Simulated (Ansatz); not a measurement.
## Zn18O17 (charge +2): geometry relaxation (part 3 of 3)

The same run, continued: Zn18O17 (defect cell, 35 atoms in the cell, total charge +2); DFT LDA, scalar-relativistic, plane waves, PAW, no spin polarisation (Ansatz 0.2.0); cutoff 420 eV, 2×2×2 k-mesh, Gaussian smearing of 0.01 eV. The structure derives from a Materials Project entry. It belongs to a series of runs on one base structure; here: O vacancy (site b), charge +2, atoms relaxed at the host's cell.

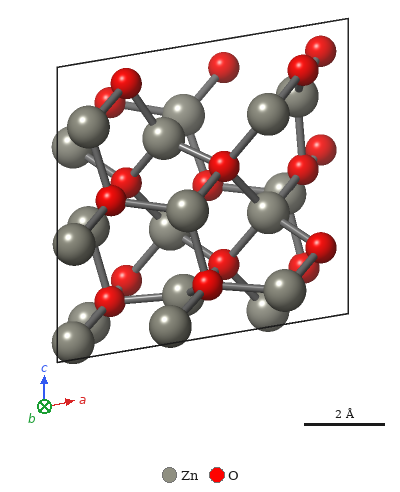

*The geometry at step 5 of the log (ball-and-stick view of the cell of the calculation, along the b axis).*

**Trajectory as extended XYZ (Å, eV, eV/Å), 6 of the 8 frames kept, from step=1 to step=8**
```
35
Lattice="4.7807 2.7601 5.1523 -4.7807 2.7601 5.1523 0.0000 -5.5203 5.1523" Properties=species:S:1:pos:R:3:forces:R:3 step=1 energy=-67893.11488
Zn   -0.0004   -1.8289    7.9997    0.0442  -0.0688  -1.2933
Zn   -1.5750    0.9271    7.7200   -0.0986   0.1372  -0.1212
Zn    3.1851   -1.8527    7.7193    0.1300   0.0076  -0.0946
Zn    1.6073    0.9349    2.5678    0.0584  -0.1181  -0.1110
Zn    1.5805    0.9273    7.7196    0.0898   0.1065  -0.0994
Zn   -3.1804   -1.8523    7.7204   -0.1478   0.0324  -0.0604
Zn    0.0027    3.6837    7.7351   -0.0313  -0.0024   0.1290
Zn    0.0022   -1.8372    2.5857    0.0042   0.0049  -0.1074
Zn   -1.6025    0.9351    2.5682   -0.0261  -0.1353  -0.0783
Zn   -1.5812   -0.9230    5.1828    0.0599  -0.0134  -0.0643
Zn   -3.1746    1.8490    5.1577   -0.1801  -0.0839   0.0249
Zn    1.5854   -0.9225    5.1820   -0.0679  -0.0189  -0.0422
Zn    0.0025   -3.6650    5.1828    0.0298   0.0513  -0.0477
Zn    0.0018    2.0432    5.0564   -0.0024  -1.1783   0.5064
Zn    0.0022    1.8313   10.3091    0.0110   0.2436   0.0346
Zn   -1.4038   -0.9991   10.1937   -1.1238   0.4138   0.6294
Zn    3.1795    1.8495    5.1573    0.1861  -0.1172   0.0222
Zn    1.4383   -1.0089   10.2217    0.9599   0.5539   0.4198
O    -1.5882    0.8867    9.6870    0.1479  -0.1584  -0.0522
O     3.1566   -1.8215    9.6865   -0.2553  -0.0040  -0.0176
O     1.5661    0.9446    4.5349   -0.1354   0.2458  -0.0188
O     1.5925    0.8871    9.6867   -0.1323  -0.2178  -0.0179
O    -3.1520   -1.8219    9.6873    0.3414   0.0277  -0.0213
O     0.0024    3.6834    9.6821    0.0011  -0.0053   0.0182
O     0.0021   -1.8369    4.5293   -0.0007  -0.0006   0.1071
O    -1.5614    0.9441    4.5351    0.1329   0.2415  -0.0231
O    -1.5503   -0.9403    7.1483    0.1918  -0.1134   0.3451
O    -3.1810    1.8452    7.1095    0.0094  -0.0042   0.0678
O     1.5553   -0.9402    7.1477   -0.2135  -0.1173   0.3509
O     0.0025   -3.6298    7.1484   -0.0110   0.2771   0.3657
O     0.0026    1.8628    7.0398    0.0040   0.0903  -0.2837
O     0.0024    1.8391   12.2609    0.0002  -0.0137   0.0561
O    -1.5745   -0.9268   12.1923    0.0994  -0.0320  -0.3502
O     3.1861    1.8457    7.1091   -0.0129   0.0075   0.0621
O     1.5795   -0.9263   12.1922   -0.0622  -0.0380  -0.2338
35
Lattice="4.7807 2.7601 5.1523 -4.7807 2.7601 5.1523 0.0000 -5.5203 5.1523" Properties=species:S:1:pos:R:3:forces:R:3 step=2 energy=-67893.46953
Zn   -0.0004   -1.8313    7.9395    0.0303  -0.0475  -1.3047
Zn   -1.5811    0.9347    7.7152   -0.1342   0.1302  -0.0658
Zn    3.1931   -1.8510    7.7153    0.1599   0.0455  -0.0547
Zn    1.6106    0.9277    2.5626    0.0412  -0.1639  -0.0635
Zn    1.5866    0.9335    7.7154    0.1270   0.1157  -0.0576
Zn   -3.1894   -1.8498    7.7173   -0.1710   0.0564  -0.0441
Zn    0.0025    3.6840    7.7360   -0.0120  -0.0013   0.1579
Zn    0.0021   -1.8368    2.5905    0.0010   0.0024  -0.0908
Zn   -1.6042    0.9268    2.5647   -0.0286  -0.1715  -0.0517
Zn   -1.5804   -0.9224    5.1850    0.0544  -0.0242  -0.0898
Zn   -3.1850    1.8438    5.1596   -0.1700  -0.0900   0.0521
Zn    1.5853   -0.9221    5.1846   -0.0572  -0.0256  -0.0772
Zn    0.0041   -3.6646    5.1856    0.0109   0.0559  -0.0813
Zn    0.0021    1.9675    5.0791    0.0038  -1.1836   0.4848
Zn    0.0024    1.8444   10.3109    0.0038   0.2084   0.0560
Zn   -1.4720   -0.9689   10.2204   -1.0991   0.4730   0.5728
Zn    3.1902    1.8438    5.1586    0.1679  -0.1002   0.0524
Zn    1.5005   -0.9723   10.2409    0.9829   0.5689   0.4246
O    -1.5867    0.9032    9.6809    0.1548  -0.2812  -0.0142
O     3.1717   -1.8303    9.6808   -0.3510   0.0438   0.0131
O     1.5823    0.9372    4.5279   -0.2325   0.2997   0.0181
O     1.5917    0.9051    9.6807   -0.1392  -0.3286   0.0154
O    -3.1659   -1.8317    9.6813    0.4268   0.0773   0.0197
O     0.0027    3.6840    9.6777    0.0008  -0.0046  -0.0209
O     0.0024   -1.8367    4.5359    0.0016   0.0008   0.1532
O    -1.5773    0.9369    4.5292    0.2283   0.2999   0.0135
O    -1.5598   -0.9347    7.1520    0.2466  -0.1426   0.3505
O    -3.1868    1.8428    7.1089    0.0579   0.0262   0.0368
O     1.5636   -0.9354    7.1516   -0.2634  -0.1476   0.3497
O     0.0025   -3.6397    7.1522   -0.0054   0.3291   0.3632
O     0.0030    1.8612    7.0479    0.0004   0.0990  -0.3913
O     0.0019    1.8455   12.2603    0.0027  -0.0645   0.0298
O    -1.5753   -0.9255   12.1996    0.0953  -0.0420  -0.4447
O     3.1915    1.8429    7.1081   -0.0553   0.0319   0.0329
O     1.5816   -0.9250   12.2003   -0.0792  -0.0450  -0.3441
35
Lattice="4.7807 2.7601 5.1523 -4.7807 2.7601 5.1523 0.0000 -5.5203 5.1523" Properties=species:S:1:pos:R:3:forces:R:3 step=4 energy=-67895.00749
Zn   -0.0004   -1.8337    7.5680    0.0279  -0.0403  -0.6104
Zn   -1.6035    0.9601    7.7240    0.1025  -0.0586  -0.0999
Zn    3.2264   -1.8428    7.7242   -0.1351  -0.0657  -0.0711
Zn    1.6217    0.8957    2.5697   -0.0086   0.1520  -0.0785
Zn    1.6097    0.9588    7.7233   -0.1205  -0.0773  -0.0662
Zn   -3.2240   -1.8429    7.7218    0.1383  -0.0547  -0.0413
Zn    0.0040    3.6845    7.7515   -0.0187  -0.0031  -0.3129
Zn    0.0015   -1.8371    2.5986    0.0072   0.0082   0.0084
Zn   -1.6160    0.8938    2.5709    0.0305   0.1485  -0.0486
Zn   -1.6037   -0.9086    5.1681    0.0172   0.0061   0.0171
Zn   -3.2128    1.8276    5.1701    0.0430   0.0380   0.1014
Zn    1.6124   -0.9102    5.1663   -0.0409   0.0107   0.0342
Zn    0.0038   -3.6921    5.1671    0.0219   0.0169   0.0397
Zn    0.0037    1.6143    5.1916    0.0018  -0.3782   0.2258
Zn    0.0015    1.8749   10.3215    0.0240  -0.0041   0.1044
Zn   -1.7820   -0.7989   10.3383   -0.3764   0.0956   0.2837
Zn    3.2172    1.8291    5.1692   -0.0293   0.0096   0.0994
Zn    1.8003   -0.7980   10.3480    0.3164   0.1674   0.2078
O    -1.5664    0.9285    9.6622    0.0057   0.1213   0.0781
O     3.1854   -1.8576    9.6636    0.0475  -0.0394   0.0977
O     1.6133    0.9405    4.5091    0.0651  -0.0420   0.1143
O     1.5741    0.9298    9.6637   -0.0054   0.0835   0.0917
O    -3.1767   -1.8576    9.6623   -0.0327  -0.0300   0.1116
O     0.0030    3.6852    9.6545   -0.0097  -0.0228   0.1954
O     0.0031   -1.8366    4.5609    0.0048   0.0090   0.1988
O    -1.6069    0.9413    4.5120   -0.0642  -0.0427   0.0887
O    -1.5856   -0.9185    7.1697   -0.1368   0.0690  -0.1437
O    -3.1877    1.8438    7.1134   -0.1182  -0.0948  -0.1307
O     1.5888   -0.9200    7.1693    0.1205   0.0641  -0.1490
O     0.0024   -3.6688    7.1697   -0.0045  -0.1137  -0.1392
O     0.0033    1.8679    7.0573   -0.0010  -0.0605   0.0351
O     0.0014    1.8456   12.2649   -0.0023   0.1635  -0.1449
O    -1.5686   -0.9264   12.2083   -0.0572   0.0175   0.0029
O     3.1912    1.8429    7.1123    0.1330  -0.0824  -0.1333
O     1.5764   -0.9277   12.2111    0.0543   0.0293   0.0332
35
Lattice="4.7807 2.7601 5.1523 -4.7807 2.7601 5.1523 0.0000 -5.5203 5.1523" Properties=species:S:1:pos:R:3:forces:R:3 step=5 energy=-67895.21487
Zn    0.0013   -1.8345    7.3680    0.0098  -0.0211  -0.2575
Zn   -1.6088    0.9370    7.7299   -0.0034  -0.0067  -0.0421
Zn    3.2092   -1.8265    7.7302   -0.0180   0.0040  -0.0315
Zn    1.5988    0.9029    2.5768   -0.0117   0.0144  -0.0352
Zn    1.6145    0.9359    7.7299   -0.0030  -0.0118  -0.0282
Zn   -3.2052   -1.8265    7.7293    0.0201   0.0076  -0.0225
Zn    0.0036    3.6845    7.7471   -0.0069  -0.0014  -0.1665
Zn    0.0025   -1.8365    2.6073    0.0020   0.0041  -0.0313
Zn   -1.5924    0.9017    2.5778    0.0203   0.0131  -0.0256
Zn   -1.6253   -0.8955    5.1193    0.0041  -0.0026   0.0021
Zn   -3.2143    1.8266    5.1800    0.0300   0.0246   0.0693
Zn    1.6329   -0.8966    5.1185   -0.0158   0.0049   0.0092
Zn    0.0040   -3.7166    5.1192    0.0066   0.0080   0.0115
Zn    0.0034    1.5299    5.2701    0.0057  -0.1410   0.0564
Zn    0.0023    1.8781   10.3318    0.0109  -0.0187   0.0700
Zn   -1.8588   -0.7587   10.4198   -0.1412   0.0392   0.0797
Zn    3.2197    1.8274    5.1798   -0.0260   0.0120   0.0677
Zn    1.8712   -0.7579   10.4244    0.1184   0.0656   0.0459
O    -1.5563    0.9216    9.6633   -0.0253   0.0410   0.0968
O     3.1732   -1.8636    9.6644    0.0259   0.0111   0.1015
O     1.6120    0.9537    4.5108    0.0063  -0.0364   0.1126
O     1.5633    0.9221    9.6644    0.0277   0.0264   0.1005
O    -3.1652   -1.8637    9.6637   -0.0229   0.0116   0.1083
O     0.0029    3.6847    9.6615   -0.0029  -0.0092   0.1413
O     0.0033   -1.8360    4.5733    0.0007   0.0022   0.1409
O    -1.6056    0.9542    4.5124   -0.0087  -0.0364   0.0971
O    -1.6064   -0.9064    7.1060    0.0114  -0.0147  -0.0532
O    -3.1936    1.8398    7.1208    0.0113  -0.0041  -0.0631
O     1.6106   -0.9074    7.1057   -0.0144  -0.0135  -0.0556
O     0.0029   -3.6930    7.1061   -0.0031   0.0339  -0.0509
O     0.0030    1.8475    7.1158    0.0019   0.0576  -0.1036
O     0.0021    1.8539   12.2726   -0.0008  -0.0031  -0.0669
O    -1.5869   -0.9169   12.2673    0.0468  -0.0335  -0.1145
O     3.1983    1.8391    7.1204   -0.0062   0.0012  -0.0617
O     1.5942   -0.9175   12.2689   -0.0493  -0.0283  -0.1010
35
Lattice="4.7807 2.7601 5.1523 -4.7807 2.7601 5.1523 0.0000 -5.5203 5.1523" Properties=species:S:1:pos:R:3:forces:R:3 step=7 energy=-67895.24537
Zn    0.0030   -1.8355    7.2601    0.0027  -0.0064  -0.0284
Zn   -1.6002    0.9319    7.7321   -0.0239   0.0055  -0.0123
Zn    3.2023   -1.8311    7.7319    0.0080   0.0144  -0.0046
Zn    1.5988    0.9115    2.5795   -0.0129  -0.0166  -0.0070
Zn    1.6065    0.9322    7.7318    0.0224   0.0011  -0.0076
Zn   -3.1959   -1.8313    7.7316   -0.0101   0.0185   0.0006
Zn    0.0033    3.6843    7.7436   -0.0033   0.0002  -0.0344
Zn    0.0031   -1.8361    2.6215    0.0014   0.0048   0.0188
Zn   -1.5928    0.9116    2.5793    0.0177  -0.0174  -0.0039
Zn   -1.6418   -0.8866    5.1066    0.0314  -0.0122  -0.0262
Zn   -3.2158    1.8256    5.1987    0.0196   0.0135   0.0290
Zn    1.6482   -0.8867    5.1063   -0.0355  -0.0099  -0.0206
Zn    0.0030   -3.7345    5.1059    0.0037   0.0303  -0.0154
Zn    0.0032    1.4929    5.2777   -0.0014  -0.0032  -0.0020
Zn    0.0029    1.8806   10.3511    0.0036  -0.0147   0.0281
Zn   -1.8944   -0.7398   10.4299   -0.0056  -0.0050   0.0035
Zn    3.2222    1.8259    5.1988   -0.0186   0.0098   0.0272
Zn    1.9010   -0.7400   10.4301    0.0030  -0.0012  -0.0005
O    -1.5517    0.9279    9.6690    0.0125  -0.0088   0.0042
O     3.1738   -1.8712    9.6693   -0.0103  -0.0047   0.0029
O     1.6190    0.9561    4.5168    0.0019   0.0088   0.0053
O     1.5579    0.9275    9.6690   -0.0117  -0.0056   0.0054
O    -3.1674   -1.8711    9.6693    0.0091  -0.0044   0.0016
O     0.0032    3.6842    9.6737   -0.0007  -0.0025  -0.0063
O     0.0032   -1.8357    4.6054   -0.0002   0.0003   0.0045
O    -1.6126    0.9560    4.5167   -0.0011   0.0094   0.0049
O    -1.6132   -0.9028    7.0855   -0.0004  -0.0003   0.0274
O    -3.1918    1.8397    7.1350    0.0050  -0.0007  -0.0082
O     1.6194   -0.9028    7.0857    0.0002  -0.0002   0.0243
O     0.0032   -3.7019    7.0859   -0.0016   0.0010   0.0218
O     0.0030    1.8510    7.1104    0.0001   0.0131  -0.0011
O     0.0032    1.8534   12.2874   -0.0004  -0.0054  -0.0117
O    -1.5846   -0.9192   12.2628    0.0137  -0.0052  -0.0041
O     3.1981    1.8397    7.1351   -0.0046   0.0009  -0.0097
O     1.5909   -0.9191   12.2629   -0.0136  -0.0071  -0.0055
35
Lattice="4.7807 2.7601 5.1523 -4.7807 2.7601 5.1523 0.0000 -5.5203 5.1523" Properties=species:S:1:pos:R:3:forces:R:3 step=8 energy=-67895.24591
Zn    0.0032   -1.8359    7.2519    0.0000   0.0001  -0.0001
Zn   -1.6012    0.9319    7.7317    0.0025  -0.0001  -0.0011
Zn    3.2025   -1.8303    7.7318   -0.0014  -0.0021  -0.0012
Zn    1.5980    0.9109    2.5795    0.0012   0.0024  -0.0014
Zn    1.6076    0.9320    7.7317   -0.0027  -0.0003  -0.0013
Zn   -3.1961   -1.8303    7.7318    0.0014  -0.0021  -0.0010
Zn    0.0032    3.6844    7.7411   -0.0001   0.0001  -0.0020
Zn    0.0031   -1.8358    2.6243    0.0001  -0.0006  -0.0022
Zn   -1.5917    0.9109    2.5795   -0.0011   0.0027  -0.0015
Zn   -1.6410   -0.8868    5.1034   -0.0001   0.0001   0.0012
Zn   -3.2155    1.8261    5.2015    0.0007   0.0005   0.0007
Zn    1.6472   -0.8868    5.1034    0.0001   0.0003   0.0014
Zn    0.0031   -3.7343    5.1035    0.0002  -0.0004   0.0009
Zn    0.0031    1.4931    5.2776    0.0000   0.0006   0.0027
Zn    0.0031    1.8807   10.3538    0.0002  -0.0008   0.0009
Zn   -1.8945   -0.7403   10.4301    0.0005  -0.0003   0.0021
Zn    3.2217    1.8261    5.2015   -0.0005   0.0005   0.0008
Zn    1.9008   -0.7402   10.4300   -0.0007  -0.0003   0.0023
O    -1.5505    0.9272    9.6696   -0.0023  -0.0003  -0.0006
O     3.1730   -1.8719    9.6696    0.0009   0.0015  -0.0003
O     1.6192    0.9572    4.5174   -0.0011  -0.0015  -0.0005
O     1.5568    0.9272    9.6695    0.0022  -0.0001  -0.0002
O    -3.1667   -1.8719    9.6696   -0.0010   0.0020  -0.0003
O     0.0032    3.6844    9.6733   -0.0002  -0.0001   0.0000
O     0.0031   -1.8359    4.6073    0.0001   0.0000  -0.0025
O    -1.6130    0.9572    4.5173    0.0015  -0.0017  -0.0002
O    -1.6135   -0.9025    7.0858    0.0003   0.0000   0.0009
O    -3.1924    1.8394    7.1364   -0.0001   0.0000   0.0003
O     1.6199   -0.9025    7.0858   -0.0006  -0.0002   0.0008
O     0.0031   -3.7027    7.0859    0.0001   0.0001   0.0009
O     0.0031    1.8513    7.1103    0.0002  -0.0008   0.0000
O     0.0032    1.8541   12.2887    0.0000   0.0005   0.0001
O    -1.5843   -0.9193   12.2627   -0.0008   0.0001   0.0003
O     3.1987    1.8394    7.1364    0.0001   0.0001   0.0000
O     1.5907   -0.9193   12.2626    0.0005  -0.0002   0.0002
```

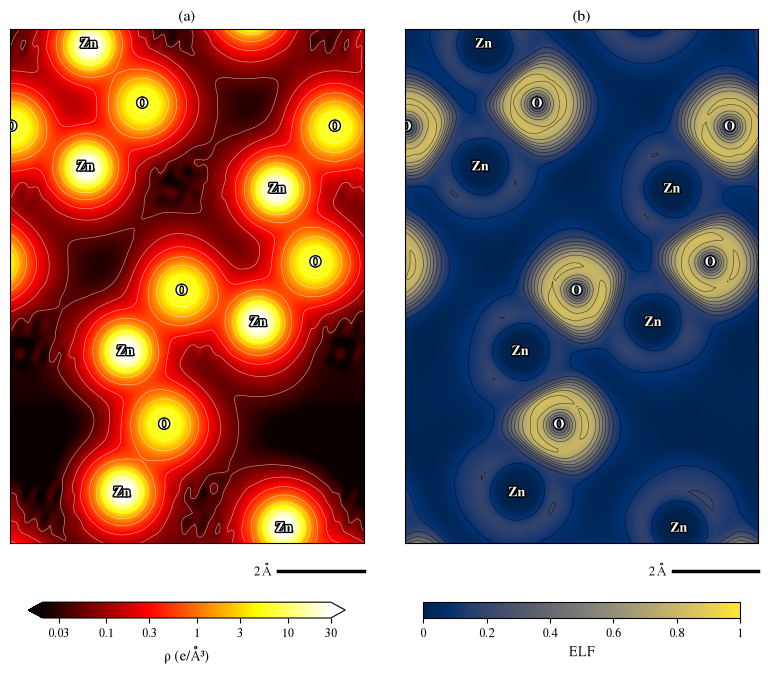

*(a) valence pseudo-density; (b) electron localisation function on the (101̄) plane of the calculation cell.*

The section cuts through Zn and O sites. Zn–O (1.87 Å): ρ at the midpoint is about 0.76 e/Å³; the ELF is about 0.30 at the midpoint. Zn–O (1.93 Å): ρ at the midpoint is about 0.66 e/Å³; the ELF is about 0.25 at the midpoint. Zn–O (1.98 Å): ρ at the midpoint is about 0.58 e/Å³; the ELF is about 0.25 at the midpoint. Away from the nuclei the density in this plane falls to 0.003 e/Å³ at its lowest. The fields are those of the smooth PAW valence density.

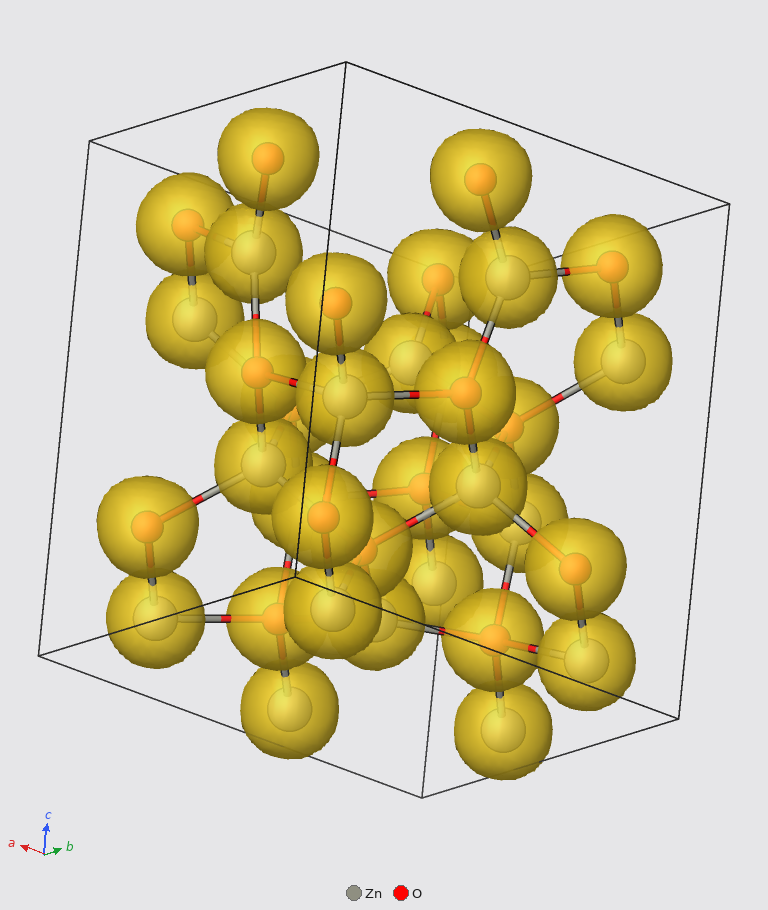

*Isosurface of the valence electron density at 1 e/Å³ (yellow), seen at an oblique angle. Sticks mark near contacts. The outline is the calculation cell.*

At this value the density breaks into separate islands; it holds about 75 % of the electrons treated as valence. It is pinched off along the Zn–O (1.86 Å), Zn–O (1.93 Å) and Zn–O (1.98 Å) contacts. On the grid the lowest density along these lines, outside the cores, is 0.76 e/Å³ (Zn–O, 1.86 Å), 0.66 e/Å³ (Zn–O, 1.93 Å) and 0.59 e/Å³ (Zn–O, 1.98 Å).

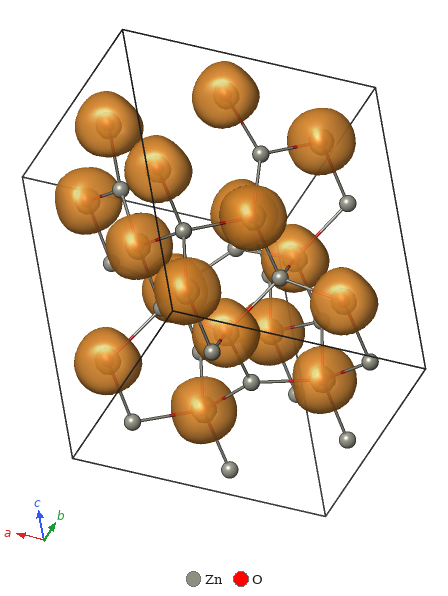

*Isosurface of the electron localisation function at 0.65 (orange), seen at an oblique angle. Core shells and regions of very low density are left out. Sticks mark near contacts. The outline is the calculation cell.*

Profiles from the grid: Zn–O (1.86 Å): the ELF is about 0.30 at the midpoint. Zn–O (1.93 Å): the ELF is about 0.25 at the midpoint.
